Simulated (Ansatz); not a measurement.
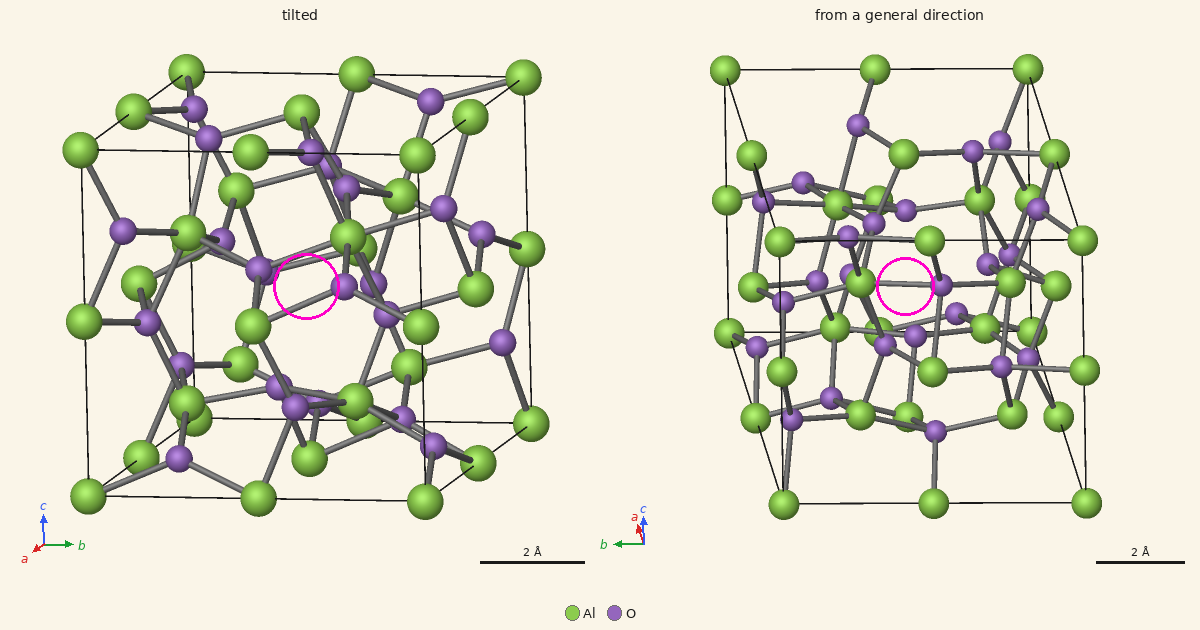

Drawn in the ball-and-stick manner and seen slightly off an axis and from a general direction. Thin lines show the supercell, with boundary atoms drawn in all their periodic places. The host is Al₂O₃, in a cell of 40 sites, and the cell carries a charge of -1. A ring marks the defect's site.

**Spot the defect.**

An aluminium vacancy. Around the empty site lie six O at about 2.0 to 2.1 Å.

Computed with DFT PBEsol, scalar-relativistic, plane waves, PAW in Ansatz 0.2.0. Settings: a 420 eV plane-wave basis, a 2×2×2 sampling of the Brillouin zone, Gaussian smearing of 0.01 eV, collinear spins.

**Does a spin moment come with the defect?**

Yes, 2.0 μB in the cell.

The atoms were relaxed in the host's cell with DFT PBEsol, scalar-relativistic, plane waves, PAW (Ansatz).
